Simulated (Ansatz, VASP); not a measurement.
**Zr (Zirconium) in two plane-wave programs**

Aim: how closely do two programs agree when they are given the same cell, functional and k mesh? The cell is taken from a series of runs on this material, whose earlier steps may have relaxed or scaled it; both programs get it as it stands.

Main program and level: Ansatz 0.2.0; plane waves, with VASP 6.6.1 beside it; single point at PBEsol with D3(BJ).

## Step 1: Starting point

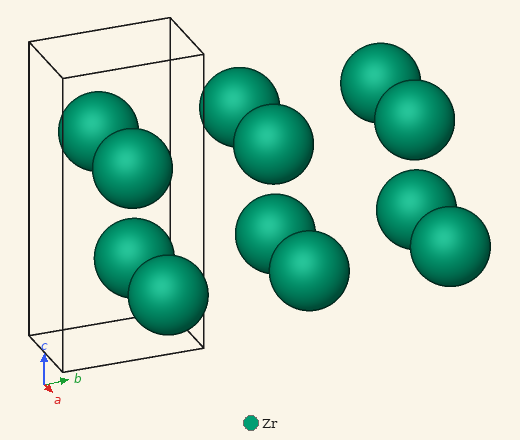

The cell as given, slightly off an axis (zirconium teal). 2×3×1 cells are drawn.

Structure file:

```xyz
2
Lattice="3.1162 0.0000 0.0000 -1.5581 2.6987 0.0000 0.0000 0.0000 5.0382" Properties=species:S:1:pos:R:3 pbc="T T T"
Zr    1.5581    0.8996    3.7786
Zr    0.0000    1.7992    1.2595
```

## Step 2: VASP: single point, PBEsol with D3(BJ)

A single point gives forces, pressure and levels at one fixed geometry, so differences don't come from the geometry; what else differs is listed under the comparison.

Lines of VASP's logs that name or quote its potential files are left out, and so is its time.

INCAR

```
SYSTEM = Zr
PREC = Accurate
ENCUT = 400
EDIFF = 1E-06
NELM = 100
ISMEAR = 1
SIGMA = 0.15
LREAL = .FALSE.
ALGO = Normal
GGA = PS
IVDW = 12
NBANDS = 18
LASPH = .TRUE.
LORBIT = 11
LWAVE = .FALSE.
LCHARG = .FALSE.
KPAR = 2
ISIF = 2
```

POSCAR

```
Zr
1.0
    3.1162192500      0.0000000000      0.0000000000
   -1.5581096300      2.6987250400      0.0000000000
    0.0000000000      0.0000000000      5.0381971900
Zr
2
Direct
    0.6666666700      0.3333333300      0.7500000000
    0.3333333300      0.6666666700      0.2500000000
```

KPOINTS

```
Automatic mesh
0
Gamma
16 16 10
0 0 0
```

PAW data sets: Zr_sv (PBE family, release 64).

The run is started by

```console
$ mpirun -np 2 vasp_std
```

Numbers of over 12 decimals in the logs are rounded to 6 here.

The program printed:

```text
[banner, memory and clock lines left out]
running    2 mpi-ranks, on    1 nodes
 distrk:  each k-point on    1 cores,    2 groups
 distr:  one band on    1 cores,    1 groups

 POSCAR found type information on POSCAR Zr
 POSCAR found :  1 types and       2 ions
|                                                                             |
|               ----> ADVICE to this user running VASP <----                  |
|                                                                             |
|     You enforced a specific xc type in the INCAR file but a different       |
|     [... a line on the potential file left out ...]
|     I HOPE YOU KNOW WHAT YOU ARE DOING!                                     |
|                                                                             |

 LDA part: xc-table for (Slater+PW92), standard interpolation
 POSCAR, INCAR and KPOINTS ok, starting setup
 FFT: planning ... GRIDC
 FFT: planning ... GRID_SOFT
 FFT: planning ... GRID
 WAVECAR not read
 entering main loop
       N       E                     dE             d eps       ncg     rms          rms(c)
DAV:   1     0.180698344180E+03    0.18070E+03   -0.11877E+04  6520   0.111E+03
DAV:   2    -0.472145292606E+01   -0.18542E+03   -0.18246E+03  7640   0.345E+02
DAV:   3    -0.185138059346E+02   -0.13792E+02   -0.13713E+02 11652   0.658E+01
DAV:   4    -0.188027431002E+02   -0.28894E+00   -0.28866E+00  7564   0.102E+01
DAV:   5    -0.188108786153E+02   -0.81355E-02   -0.81318E-02  9482   0.119E+00    0.179E+01
DAV:   6    -0.182193387224E+02    0.59154E+00   -0.88405E-01  6974   0.756E+00    0.748E+00
DAV:   7    -0.181046044710E+02    0.11473E+00   -0.61894E-01  9450   0.543E+00    0.116E+00
DAV:   8    -0.181095841599E+02   -0.49797E-02   -0.39038E-02  8468   0.161E+00    0.261E-01
DAV:   9    -0.181097600960E+02   -0.17594E-03   -0.11351E-03  8232   0.312E-01    0.338E-02
DAV:  10    -0.181097302224E+02    0.29874E-04   -0.28951E-05  8766   0.390E-02    0.232E-02
DAV:  11    -0.181097314936E+02   -0.12712E-05   -0.87572E-06  7080   0.339E-02    0.363E-03
DAV:  12    -0.181097313302E+02    0.16344E-06   -0.28031E-07  3892   0.370E-03
   1 F= -.19376558E+02 E0= -.19377018E+02  d E =0.137801E-02
```

Parts of OUTCAR (step 2):

```text
ion  position               nearest neighbor table
   1  0.667  0.333  0.750-   2 3.10   2 3.10   2 3.10   2 3.10   2 3.10   2 3.10
   2  0.333  0.667  0.250-   1 3.10   1 3.10   1 3.10   1 3.10   1 3.10   1 3.10

  LATTYP: Found a hexagonal cell.
 ALAT       =     3.1162192500
 C/A-ratio  =     1.6167659544

 Subroutine GETGRP returns: Found 24 space group operations
 (whereof 12 operations were pure point group operations)

The static configuration has the point symmetry D_3d.
 The point group associated with its full space group is D_6h.

 Found    180 irreducible k-points:

   k-points           NKPTS =    180   k-points in BZ     NKDIM =    180   number of bands    NBANDS=     18

   dimension x,y,z NGX =    20 NGY =   20 NGZ =   36
   dimension x,y,z NGXF=    40 NGYF=   40 NGZF=   72

   ENCUT  =  400.0 eV  29.40 Ry    5.42 a.u.   5.08  5.08  8.22*2*pi/ulx,y,z

   NELECT =      24.0000    total number of electrons

 k-points in reciprocal lattice and weights: Automatic mesh
   0.00000000  0.00000000  0.00000000       0.000
   0.06250000 -0.00000000  0.00000000       0.002
   0.12500000 -0.00000000  0.00000000       0.002
   0.18750000 -0.00000000  0.00000000       0.002
   0.25000000 -0.00000000  0.00000000       0.002
   0.31250000 -0.00000000  0.00000000       0.002
   0.37500000 -0.00000000  0.00000000       0.002
   0.43750000  0.00000000  0.00000000       0.002
   0.50000000 -0.00000000  0.00000000       0.001
[...]
0.37500000  0.25000000  0.50000000       0.002
   0.31250000  0.31250000  0.50000000       0.002

 average (electrostatic) potential at core
       1 -73.0744       2 -73.0744

 E-fermi :   9.9658

 k-point     1 :       0.0000    0.0000    0.0000
  band No.  band energies     occupation
    ...
      6     -16.0067      2.00000
      7     -15.9872      2.00000
      8     -15.9872      2.00000
      9       4.1355      2.00000
     10       6.6468      2.00000
     11      10.8423     -0.00000
     12      10.8423     -0.00000
     13      10.8533     -0.00000
     14      11.4127     -0.00000
     15      11.5952     -0.00000
    ...

 k-point     2 :       0.0625   -0.0000    0.0000
  band No.  band energies     occupation
    ...
      6     -16.0270      2.00000
      7     -16.0128      2.00000
      8     -15.9922      2.00000
      9       4.2605      2.00000
     10       6.7637      2.00000
     11      10.4624     -0.00003
     12      10.9586     -0.00000
     13      11.1356     -0.00000
     14      11.1622     -0.00000
     15      11.4818     -0.00000
    ...

 k-point     3 :       0.1250   -0.0000    0.0000
  band No.  band energies     occupation
    ...
      7     -16.0318      2.00000
      8     -16.0073      2.00000
      9       4.6191      2.00000
     10       7.0839      2.00000
     11       9.9972      0.65485
     12      10.4651     -0.00003
     13      11.1502     -0.00000
     14      11.3030     -0.00000
     15      11.5414     -0.00000
     16      11.9419     -0.00000
    ...

 Edisp (eV)   -1.26683

  Total       0.34250     0.34250     0.36921    -0.00000     0.00000     0.00000
  in kB      12.95101    12.95101    13.96132    -0.00000     0.00000     0.00000
  external pressure =       13.29 kB  Pullay stress =        0.00 kB

  energy-cutoff  :      400.00
  volume of cell :       42.37
      direct lattice vectors                 reciprocal lattice vectors
     3.116219250  0.000000000  0.000000000     0.320901682  0.185272673  0.000000000
    -1.558109630  2.698725040  0.000000000     0.000000000  0.370545345  0.000000000
     0.000000000  0.000000000  5.038197190     0.000000000  0.000000000  0.198483696

 POSITION                                       TOTAL-FORCE (eV/Angst)
 -----------------------------------------------------------------------------------
      1.55811      0.89958      3.77865        -0.000000      0.000000      0.000000
     -0.00000      1.79915      1.25955         0.000000     -0.000000      0.000000
 -----------------------------------------------------------------------------------
    total drift:                               -0.000010      0.000006     -0.000000

  FREE ENERGIE OF THE ION-ELECTRON SYSTEM (eV)
  ---------------------------------------------------
  free  energy   TOTEN  =       -19.3765582482 eV

  energy  without entropy=      -19.3779362572  energy(sigma->0) =      -19.37701758

 total charge
# of ion       s       p       d       tot
------------------------------------------
    1        2.252   5.959   1.737   9.948
    2        2.252   5.959   1.737   9.948
--------------------------------------------------
tot          4.503  11.918   3.475  19.896

[... 3 further parts left out ...]
```

The run ends at a pressure of 1.33 GPa.

## Step 3: Ansatz: single point, PBEsol with D3(BJ)

Ansatz runs on its default PAW (the set named soft_2) files.

The same cell, functional, mesh and smearing now go to Ansatz, which takes its cutoff from its data sets.

input.yaml

```yaml
crystal:
  lattice:
    - [3.11621925, 0.0, 0.0]
    - [-1.55810963, 2.69872504, 0.0]
    - [0.0, 0.0, 5.03819719]
  atoms:
    - { symbol: Zr, position: [0.66666667, 0.33333333, 0.75] }
    - { symbol: Zr, position: [0.33333333, 0.66666667, 0.25] }
hamiltonian:
  xc: pbesol
  pseudopotentials: { kind: paw }
  dispersion: d3bj
kpoints:
  mp_grid: { grid: [16, 16, 10] }
scf:
  occupations: { method: methfessel_paxton, width: 0.15 }
  n_extra_bands: 4
output:
  forces: true
  stress: true
  eigenvalues: true
  write_density: true
  write_potential: true
  elf: true
  volumetric_format: npy
```

The run is started by

```console
$ ansatz run input.yaml --threads 2 --pin off --max-ram 4608MiB --backend cpu --events-out ev --progress --plain --runs-dir out
```

The program printed:

```text
scf.n_extra_bands = 4 over 12 filled bands (N_el = 24.0): the run solves 16 bands
Engine: ansatz 0.2.0, x86_64-unknown-linux-gnu
Pseudopotentials: kind: paw
Pseudopotential: Zr, paw, valence charge 12, recommended cutoff 420 eV (normal), Zr.paw.azcp
Functional definition: PBEsol
  exchange = pbesol_x
  correlation = pbesol_c
Crystal: 2 atoms, lattice volume = 42.370 Å³
Basis set: ecut = 420 eV, 833 PW (Γ), exchange–correlation on 48×48×72 points (8 copies of the dense FFT grid, shifted against one another)
Bands: 16, of which v1, the nominal top of the filled ones, is band 12 counted from 1 (11 counted from 0)
Symmetry: 24 space group operations
Space group: P63/mmc (ITA 194), of the structure as read, at distance tolerance 3.5e-5 Å
k-points: 180 of 2560
Non-local potential: Zr, projectors of the file, l = 0: 3, l = 1: 2, l = 2: 2, l = 3: 2
PAW form: soft (Blöchl's): semilocal exchange-correlation on the pseudo side does not see the compensation charge
PAW frozen core: Zr, regenerated for the run's functional, and the local potential with it (the file was generated under x = pbe(κ = 0.804, μ = 0.219515), c = pbe(β = 0.066725))
PAW one-centre angular grid: Zr, 590 points (default); XC on 64 Gauss nodes
Initial density: superposition of atomic densities (neutral atoms: chi_scale 0, normalization atom), corrected by the library's trained network
Initial wavefunctions: pseudopotential atomic-orbital guess
Functional: x = pbesol(κ = 0.804, μ = 0.123457), c = pbesol(β = 0.046)
SCF iter   1: F=—  HF=-8258.491440 eV  |F-HF|=—  |Δ(HF+E_count)|=         —  Δρ=3.78e-3  dr2=2.51e-3  ethr=1.77e-3  ⟨swp⟩=4.8  Hψ=12109  notcnv=0
preconditioner: auto → none  [metal: Δε(μ)=0.025 eV  Ē_g=3.403 eV  σ=0.150 eV  W_gap=0.14  n_scr=8 (ndim 8)  ℏωp=16.1 eV  f_vac=0.000  D(μ)=2.01/eV (n_scr^D=22)  sad-step TF]
SCF iter   2: F=—  HF=-8258.490461 eV  |F-HF|=—  |Δ(HF+E_count)|=   9.79e-4  S|Δr|=    0.00e0  Δρ=2.20e-3  dr2=8.42e-4  ethr=1.04e-5  ⟨swp⟩=2.8  Hψ=6265  notcnv=0
SCF iter   3: F=—  HF=-8258.490515 eV  |F-HF|=—  |Δ(HF+E_count)|=   5.38e-5  S|Δr|=    0.00e0  Δρ=3.14e-4  dr2=3.63e-5  ethr=3.51e-6  ⟨swp⟩=2.1  Hψ=3467  notcnv=0
SCF iter   4: F=—  HF=-8258.490494 eV  |F-HF|=—  |Δ(HF+E_count)|=   2.06e-5  S|Δr|=    0.00e0  Δρ=9.35e-5  dr2=1.47e-6  ethr=1.51e-7  ⟨swp⟩=2.5  Hψ=4691  notcnv=0
SCF iter   5: F=-8258.490494 eV  HF=-8258.490494 eV  |F-HF|=5.87e-8  |Δ(HF+E_count)|=   2.73e-7  S|Δr|=    0.00e0  Δρ=1.74e-5  dr2=8.10e-8  ethr=4.17e-10  ⟨swp⟩=6.0  Hψ=18398  notcnv=0
SCF 1 converged in 5 iterations: F = -8258.490494 eV  dr2 = 8.10e-8
  greatest PAW one-centre occupation: 0.997 electrons in one spin orbital (limit 2), on the Zr atom at site 1 (counted from 0), in its partial waves of l = 0
SCF converged after 5 iterations
Stability not checked: this state was not tested for a lower state beside it, because cold or Methfessel-Paxton smearing, or corrected tetrahedra, fill the levels in a way that the test cannot read (fill_not_monotonic; see scf.lower_state_search)
Free energy (F): -8258.490494 eV
Harris-Foulkes:  -8258.490494 eV  (|F-HF|=5.87e-8)
Internal energy: -8258.491866 eV  (E = F + TS)
E sigma→0 (E₀):  -8258.490837 eV
Entropy (-TS):   0.001372 eV (0.686 meV/atom)
Fermi energy:    15.477148 eV
--- Per-component energies (eV) ---
  E_band       = -155.254095
  E_kinetic    = 670.520675
  E_local      = -1167.371246  (includes V_loc(G=0)·N_el)
  E_nonlocal   = 165.294054
  E_hartree    = 361.530862
  E_xc         = -322.314383
  E_vxc        = -382.564911  (∫ρ·V_xc dr)
  E_paw        = -5800.912806  (= ΣΔE_a)
  E_vpaw       = -164.185367  (= ΣTr[D̂ρ^β])
  E_aug_tail   = 0.000048  (compensation charges beyond the density's cutoff)
  E_ewald      = -2164.303256
  E_disp       = -1.267257  (pairwise vdW)
  E_core_change = 0.331441  (= ΣΔE_core)
  E_smearing   = 0.001372  (= −TS)
  E_closure    = 0.000000  (closes the sum)
  Σ components = -8258.490494   (vs F -8258.490494, Δ=0.00e0)
--- Forces (eV/Å), atoms counted from 1 ---
  atom   1  Zr    -0.00000000     0.00000000    -0.00000000
  atom   2  Zr     0.00000000    -0.00000000     0.00000000
  max |Σ_I F_I| component: 9.25e-18 eV/Å
--- Stress (GPa, compression-positive) ---
        1.442626       0.000000       0.000000
        0.000000       1.442626       0.000000
        0.000000       0.000000       1.550844
  P = ⅓ Tr σ = 1.4787 GPa (14.787 kbar)
--- Band table (eV; the first three rows and the last of 180) ---
  k-point 0: bands = [... 8 lower, 9.6532, 12.1605, 16.3530, 16.3530, 16.3644, 16.9250, 17.1057, 17.1057]
  k-point 1: bands = [... 8 lower, 9.7454, 12.1659, 16.2949, 16.3080, 16.3080, 16.7452, 17.0381, 17.0381]
  k-point 2: bands = [... 8 lower, 10.0127, 12.1622, 16.1039, 16.2233, 16.2233, 16.3046, 16.8645, 16.8645]
  k-point 179: bands = [... 8 lower, 13.6652, 13.6652, 14.2478, 14.2478, 15.5347, 15.5347, 17.5994, 17.5994]
```

In the SCF lines HF is the Harris–Foulkes energy and dr2 the Hartree energy of the density residual, in eV; the loop may stop once dr2 is under the threshold and the program's other checks hold. Hψ counts applications of the Hamiltonian.

The run ends at a pressure of 1.48 GPa.

## Step 4: Side by side

Known differences besides the PAW data sets themselves: the cutoff is 420 eV in Ansatz and 400 eV in VASP; Ansatz makes its cores anew for this functional, VASP keeps those of its PBE data sets. Total energies have different zeros and are not compared.

Compared:

| quantity | Ansatz | VASP | difference |
| --- | --- | --- | --- |
| pressure (GPa) | 1.48 | 1.33 | +0.15 |

## Step 5: Looking for the cause

How far does this hang on the set-up? Further runs change one program's set-up at a time, as the table lists.

| run | difference in pressure (GPa) |
| --- | --- |
| as above | 0.15 |
| VASP with the data sets Zr_sv_GW and a cutoff of 560 eV | 0.45 |

## Step 6: Results

| Item | Value |
| --- | --- |
| difference in pressure (single point, PBEsol with D3(BJ)) | 0.15 GPa |

In words: The difference in pressure is 0.15 GPa (single point, PBEsol with D3(BJ)), within the 1 GPa picked in this series as the mark of a large difference. For single point, PBEsol with D3(BJ): no further run halves the difference in pressure (one raises it to 0.45 GPa). Differences of this kind measure data sets and numerical settings, not the functional's error against experiment.

[Lines on the potential files, build, host, timing and source positions are cut from VASP's logs without a mark.]

[Logs are printed without paths, hosts, clocks, repeated set-up lines and the standing remarks that a program may print on its own settings, such as how far it seeks lower states.]

[Hosts, paths, dates, database ids (printed as entryN), source tags and the programs' standing remarks are cut or masked in the printed files.]
